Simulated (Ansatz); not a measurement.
# Calculations on HfO2

## 1. Relaxation

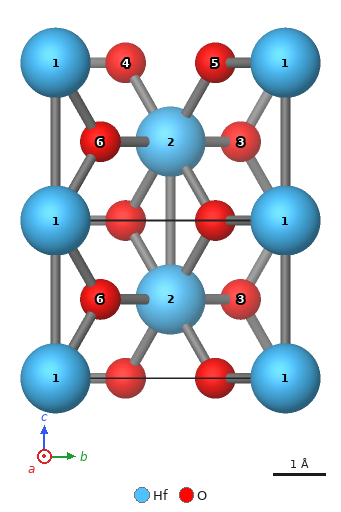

Starting structure of a crystal of HfO2 (set up in P4_2/mnm). The picture is a ball-and-stick view of the cell of the calculation, repeated 1 × 1 × 2 with one cell outlined, seen along the a axis.

Case: relaxed at 90 GPa.

The calculation used DFT r2SCAN, scalar-relativistic, plane waves, PAW in Ansatz.

Input file:
```yaml
crystal:
  lattice:
    - [4.4222325859, 0.0, 0.0]
    - [0.0, 4.4222325859, 0.0]
    - [0.0, 0.0, 3.0340128057]
  atoms:
    - { symbol: Hf, position: [0.0, 0.0, 0.0] }
    - { symbol: Hf, position: [0.5, 0.5, 0.5] }
    - { symbol: O, position: [0.19524308, 0.80475692, 0.5] }
    - { symbol: O, position: [0.30475692, 0.30475692, 0.0] }
    - { symbol: O, position: [0.69524308, 0.69524308, 0.0] }
    - { symbol: O, position: [0.80475692, 0.19524308, 0.5] }
basis:
  ecutwfc: 500
kpoints:
  mp_grid: { grid: [6, 6, 8] }
hamiltonian:
  xc: r2scan
scf:
  occupations: { method: gaussian, width: 0.02 }
output:
  forces: true
  stress: true
  eigenvalues: true
relax:
  adjacent_minimum: "off"
  f_tol: 0.008
  max_steps: 50
  cell: { stress_tol: 0.08, p_target: 90.0 }
```

Run as
```bash
ansatz run input.yaml --threads 1 --pin off --max-ram 2560MiB --backend cpu --events-out ev --progress --plain --runs-dir out
```

### What does the optimiser find from here?

The energy rises by 15.6 meV per atom in 4 accepted moves (5 points after the start). With the target pressure of 90 GPa, the enthalpy E + pV changes by −2.9 meV per atom. Largest force component: 0.12 eV/Å at the start, 0.00094 eV/Å at the end. The pressure goes from 89.39 to 90.00 GPa. The SCF was repeated once at an unchanged geometry on a basis and grid sized afresh for the cell, which shifted the energy by less than 0.05 meV per atom at most. The largest moves relative to the cell, 0.007 Å, are those of O3, O4, O5 and O6. O5 goes along [−1 −1 0]. Hf stays in place. The drawn cell changes as follows: a = b 4.422 → 4.387 Å (−0.8 %), c 3.034 → 3.072 Å (+1.3 %); the volume changes by −0.3 %. Some distances before and after: Hf1–Hf1 3.034 → 3.072 Å, Hf1–Hf2 3.476 → 3.462 Å, Hf1–O4 1.906 → 1.898 Å, Hf1–O3 1.947 → 1.952 Å. The space group stays P4_2/mnm (No. 136).

Step by step:

| step | E − E(0), meV/atom | largest force component, eV/Å | pressure, GPa | volume, Å³/atom | note |
| --- | --- | --- | --- | --- | --- |
| 0 | 0.00 | 0.1152 | 89.39 | 9.889 |  |
| 1 | 19.90 | 0.0198 | 90.54 | 9.848 |  |
| 2 | 12.05 | 0.0020 | 89.63 | 9.862 |  |
| 3 | 15.79 | 0.0086 | 90.02 | 9.856 |  |
| 4 | 15.58 | 0.0007 | 90.00 | 9.856 |  |
| 5 | 15.61 | 0.0009 | 90.00 | 9.856 | same geometry, new basis |

After the run, drawn alike:

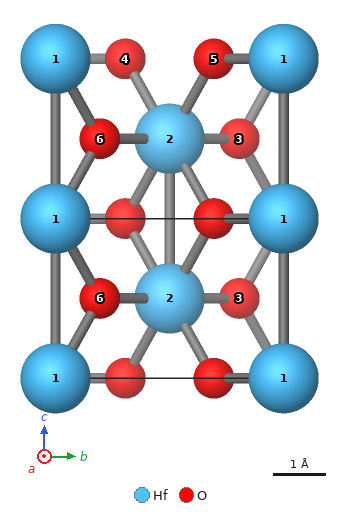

## 2. Relaxation

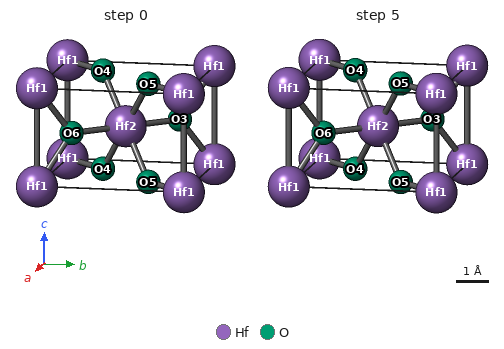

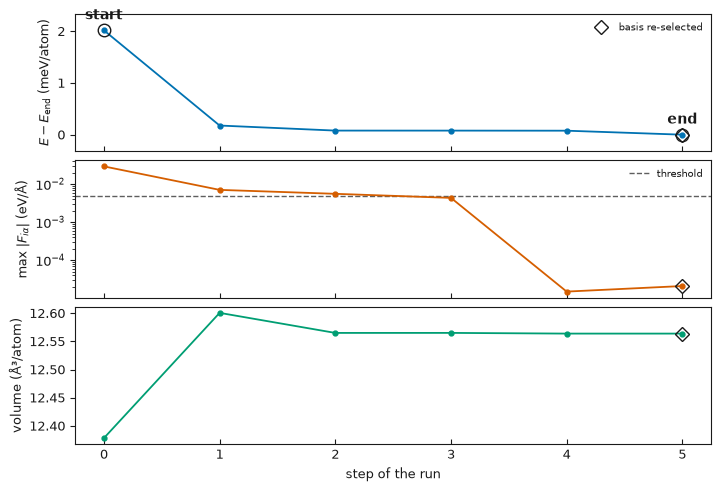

First and last geometry of a relaxation of crystalline HfO2 (set up in P4_2/mnm), with the history of the run. The picture is a ball-and-stick view of the cell of the calculation, seen slightly off an axis.

All numbers below come from DFT r2SCAN, scalar-relativistic, plane waves, PAW in Ansatz. Set-up: plane-wave cutoff 500 eV; k-point mesh 6 × 6 × 8; occupations gaussian; smearing width 0.02 eV; no spin polarisation; cell and atoms relaxed; force threshold 0.005 eV/Å; at most 80 steps.

Did the run converge, and what did it change?

It converged. The atoms keep their places relative to the cell (all moves are under 0.005 Å). The volume changes by +1.5 %, with a = b 4.814 → 4.838 Å (+0.5 %), c 3.205 → 3.220 Å (+0.5 %). Near-neighbour distances that change, for instance: Hf1–Hf1 3.205 → 3.220 Å, Hf1–O3 2.081 → 2.091 Å. The space group stays P4_2/mnm (No. 136). After 4 accepted moves (5 points after the start) the energy has fallen by 2.0 meV per atom. The largest force component goes from 0.029 to under 0.0001 eV/Å. Pressure: 3.56 GPa at the start and 0.00 GPa at the end. The SCF was repeated once at an unchanged geometry on a basis and grid sized afresh for the cell, which shifted the energy by 0.1 meV per atom at most.

## 3. A change

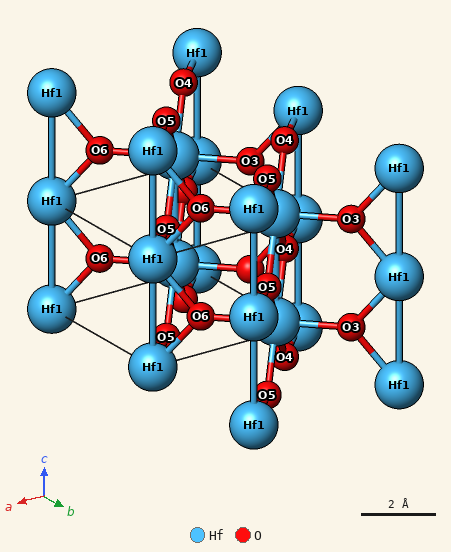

This is crystalline HfO$_{2}$ (set up in P4_2/mnm). The picture is a ball-and-stick view of the cell of the calculation, repeated 1 × 2 × 2 with one cell outlined, seen from a free direction.

Theory: DFT r2SCAN, scalar-relativistic, plane waves, PAW in Ansatz. (plane-wave cutoff 500 eV; k-point mesh 6 × 6 × 8; occupations gaussian; smearing width 0.02 eV; no spin polarisation)

Now this is done to it. The crystal is put under a hydrostatic pressure of 25 GPa. Cell and atoms are relaxed at that pressure.

The input:
```yaml
crystal:
  lattice:
    - [4.6750939435, 0.0, 0.0]
    - [0.0, 4.6750939435, 0.0]
    - [0.0, 0.0, 3.1392837919]
  atoms:
    - { symbol: Hf, position: [0.0, 0.0, 0.0] }
    - { symbol: Hf, position: [0.5, 0.5, 0.5] }
    - { symbol: O, position: [0.1953438807, 0.8046561193, 0.5] }
    - { symbol: O, position: [0.3046561193, 0.3046561193, 0.0] }
    - { symbol: O, position: [0.6953438807, 0.6953438807, 0.0] }
    - { symbol: O, position: [0.8046561193, 0.1953438807, 0.5] }
basis:
  ecutwfc: 500
kpoints:
  mp_grid: { grid: [6, 6, 8] }
hamiltonian:
  xc: r2scan
scf:
  occupations: { method: gaussian, width: 0.02 }
output:
  forces: true
  stress: true
  eigenvalues: true
  write_density: true
  write_potential: true
  elf: true
  volumetric_format: npy
relax:
  adjacent_minimum: "off"
  f_tol: 0.008
  max_steps: 50
  cell: { stress_tol: 0.08, p_target: 25.0 }
```

Run as
```bash
ansatz run input.yaml --threads 1 --pin off --max-ram 2560MiB --backend cpu --events-out ev --progress --plain --runs-dir out
```

Q: Predict the response.

A: Cell: a = b 4.838 → 4.666 Å (−3.6 %), c 3.220 → 3.158 Å (−1.9 %). Volume −8.8 %. No atom moves by more than 0.005 Å relative to the cell. Near-neighbour distances before and after: Hf–O 2.090 → 2.009 to 2.039 Å, Hf–Hf 3.220 → 3.158 Å. The space group stays P4_2/mnm (No. 136). It costs 79.3 meV per atom. Pressure: 0.0 GPa before, 25.0 GPa after.

The changed structure in the same view:

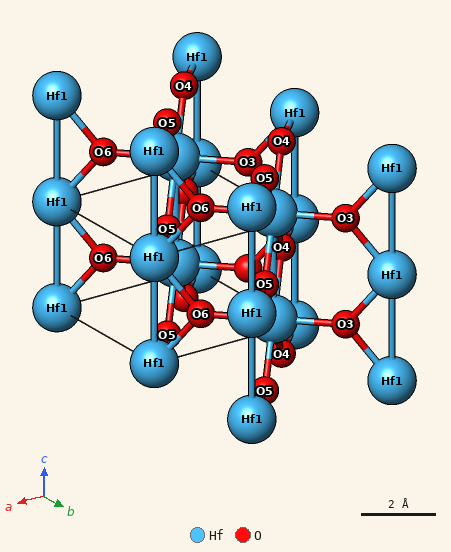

## 4. Series

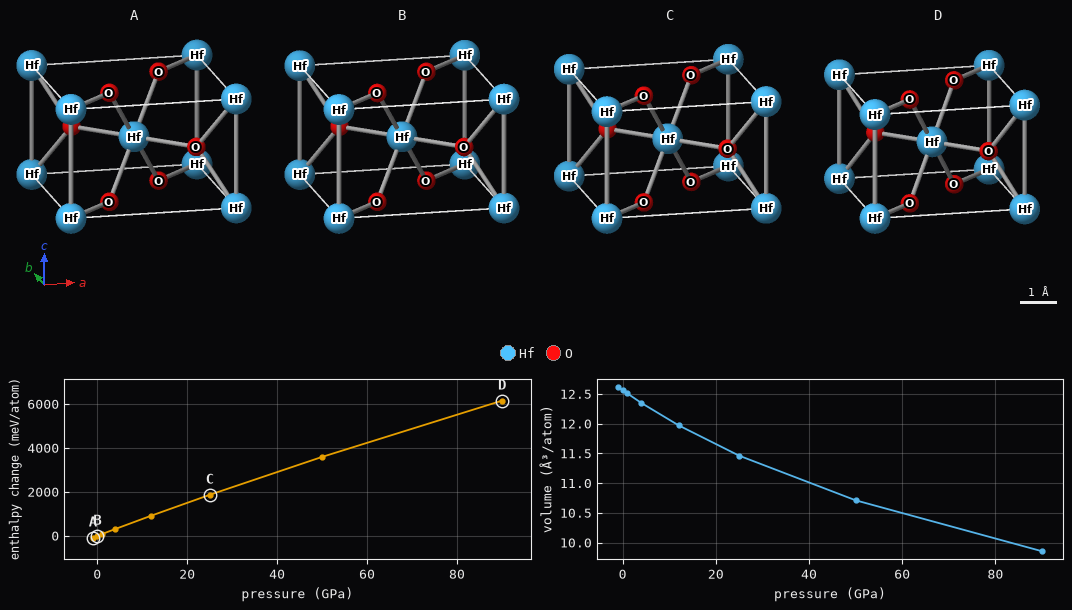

Members of a series of calculations on solid HfO2 (set up in P4_2/mnm), marked on the first curve. Style: ball-and-stick. Shown: the cell of the calculation, slightly off an axis.

Level of theory: DFT r2SCAN, scalar-relativistic, plane waves, PAW (Ansatz). (plane-wave cutoff 500 eV; k-point mesh 6 × 6 × 8; occupations gaussian; smearing width 0.02 eV; no spin polarisation)

How does the crystal respond to pressure?

The structure is relaxed at several pressures. A (pressure −1.0 GPa): enthalpy change −78.6 meV/atom, volume 12.62 Å³ per atom. B (pressure 0.0 GPa): enthalpy change 0.0 meV/atom, volume 12.56 Å³ per atom. C (pressure 25.0 GPa): enthalpy change 1868 meV/atom, volume 11.46 Å³ per atom. D (pressure 90.0 GPa): enthalpy change 6156 meV/atom, volume 9.86 Å³ per atom. The rest compares A with D. The drawn cell changes as follows: a = b 4.846 → 4.387 Å (−9.5 %), c 3.224 → 3.072 Å (−4.7 %); the volume changes by −21.9 %. Among the bonded contacts that change: Hf–O 2.093 → 1.898 to 1.952 Å, Hf–Hf 3.224 → 3.072 Å.
